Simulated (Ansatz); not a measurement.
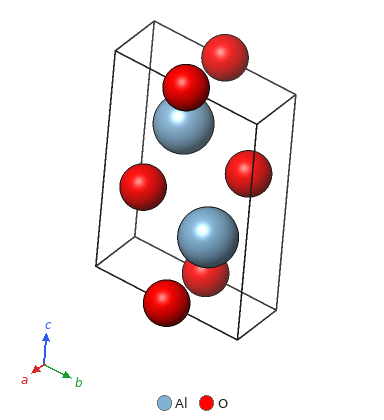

Spheres-only drawing of the structure, looking slightly off an axis. The edges of the cell (the run's own, in a reduced setting) are marked.

```xyz
5
Lattice="2.7991 0.0000 0.0000 0.0000 -3.7366 0.0000 -1.3996 1.8683 -4.4019" Properties=species:S:1:pos:R:3 pbc="T T T"
Al    0.0000    0.0000   -3.0332
Al    1.3996   -1.8683   -1.3688
O     0.0000   -1.8683    0.0000
O     0.0000   -1.8683   -2.6730
O     1.3996    0.0000   -1.7289
```

Theory: DFT PBE, scalar-relativistic, plane waves, PAW (Ansatz 0.2.0). Numerical settings: wavefunction cutoff 420 eV, k-points about 0.28 Å⁻¹ apart, Gaussian smearing of 0.02 eV, no spin polarisation.

Q: How are the electrons shared out in a Bader analysis?

A: Al +2.55 e; O -1.70 e. The transfer is large, as in an ionic solid.

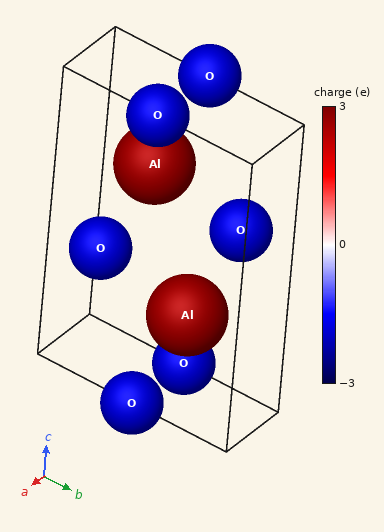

The atoms coloured by those charges.

The structure comes from a structure type filled with these elements by a generator (whether the compound takes this form wasn't checked). Earlier steps of the study may have refined or changed the cell and positions. An electronic-structure calculation with Ansatz was run on it.
